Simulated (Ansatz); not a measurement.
```yaml
crystal:
  lattice:
    - [3.13066, 0.00000, 0.00000]
    - [-1.56533, 2.71123, 0.00000]
    - [0.00000, 0.00000, 16.94619]
  atoms:
    - { symbol: W, position: [0.00000, 0.00000, 0.00000] }
    - { symbol: S, position: [0.33333, 0.66667, 0.09267] }
    - { symbol: S, position: [0.33333, 0.66667, 0.90733] }
```

Space group P-6m2; a structure from a database of computed crystals, not necessarily the ambient phase.

Method: Kohn-Sham DFT of a periodic cell, PBEsol with D4, Ansatz PAW in Ansatz 0.2.0.

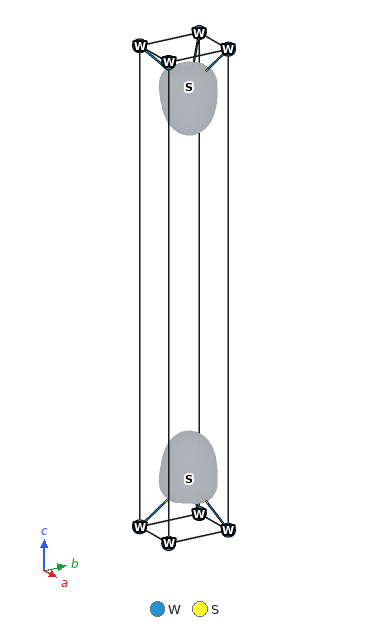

WS2. Isosurface of the electron localisation function at 0.75 (grey), seen slightly off an axis. Only the valence region is drawn (cores and ρ < 0.01 e/Å³ removed). Sticks mark near contacts.

In a PAW calculation such maps are meaningful between the atoms, not at the nuclei.

### Where are the electrons localised?

The ELF exceeds this value in two regions wrapped around S (the valence shell of each), counted in one cell of 3 atoms. Any copies at cell faces, edges or corners count once.

Values along the shortest contacts:
W–S (2.39 Å): the ELF peaks at about 0.85 in the valence shell of S, 0.8 Å from its nucleus, and is about 0.50 at the midpoint.

### Metal or insulator at this level of theory?

It is gapped, with a Kohn–Sham gap of 2.3 eV on the k-point mesh, an upper bound to the gap of this method.
